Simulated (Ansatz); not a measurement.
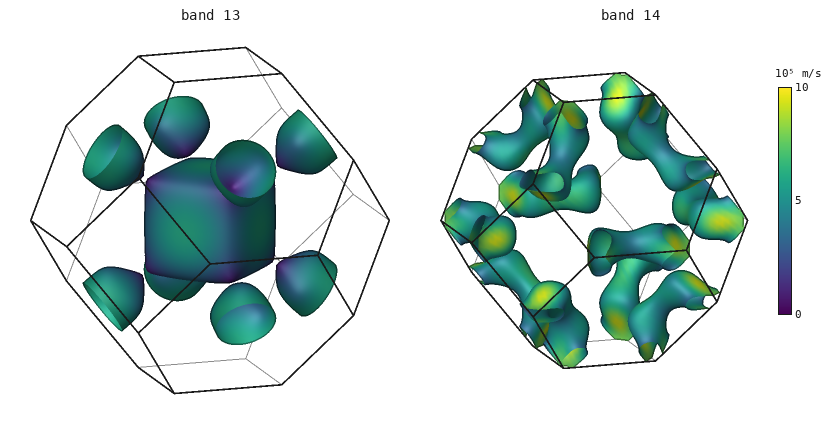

Fermi surface of Hf in space group Fm-3m, coloured by the Fermi speed.

Computed with DFT LDA, scalar-relativistic, plane waves, PAW; levels and slopes on a dense k mesh at the converged density in Ansatz 0.2.0. No spin polarisation. Mesh 34×34×34, interpolated with the band slopes. The geometry was not relaxed (residual pressure −6 GPa).

How fast are the electrons on each sheet?

Band 13: 1.5 to 6.0 × 10⁵ m/s over most of the sheet, 3.7 × 10⁵ m/s on average over states. Band 14: 3.9 to 8.7 × 10⁵ m/s over most of the sheet, 5.4 × 10⁵ m/s on average over states.

Spin-orbit coupling is left out; with Hf it can split, shift or remove sheets.
